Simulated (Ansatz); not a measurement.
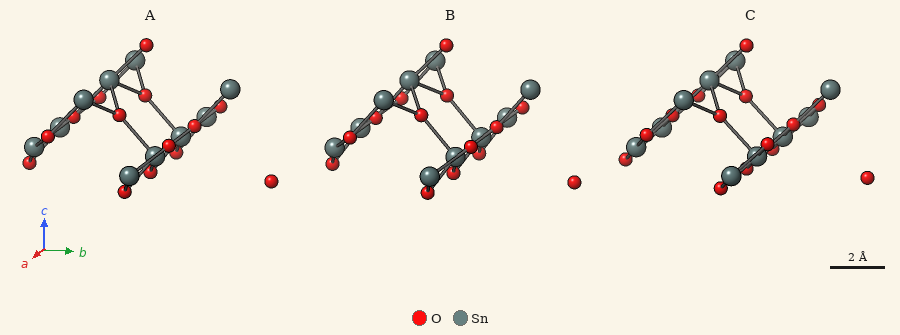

3 geometries from one relaxation of a slab of composition SnO2 (cut from the P4_2/mnm phase), in shuffled order. Style: ball-and-stick. Shown: the atoms within 5.0 Å of the atom that moves most (axes of the 2 × 2 repeat of the cell, outlined in the plane, without the vacuum (origin shifted)), slightly off an axis.

Case: (1 0 0) slab, atoms relaxed. The slab is the (1 0 0) face of SnO2.

The calculation used DFT PBEsol, scalar-relativistic, plane waves, PAW (Ansatz 0.2.0). Settings: plane-wave cutoff 420 eV; k-point mesh 8 × 6 × 1; occupations gaussian; smearing width 0.05 eV; no spin polarisation; dipole correction; atoms relaxed in a fixed cell; force threshold 0.02 eV/Å; at most 60 steps.

**Put them in the order of the run, from the start to the converged end.**

C, A, B. They are steps 0, 1, 4, at +0.555 eV per cell of the calculation, +86.5 meV per cell of the calculation relative to the last. The largest moves, 0.31 Å, are those of O atoms. By element the largest moves are O 0.31 Å, Sn 0.07 Å. The cell stays as it was. Near-neighbour distances that change, for instance: O–Sn 2.070 → 2.134 Å, O–Sn 2.070 → 2.009 Å, O–Sn 2.066 → 2.031 Å, O–Sn 2.070 → 2.079 Å. Bond angles that change, for instance: O–Sn–O 180.0° → 164.9°, O–Sn–O 90.0° → 101.2°, Sn–O–Sn 101.7° → 106.2°. The energy falls by 0.555 eV per cell of the calculation in 4 geometry steps. Largest force component: 2.3 eV/Å at the start, 0.015 eV/Å at the end. The run took 13 min on 2 threads of Arm Neoverse N1 (shared host), peak memory 1.5 GiB.
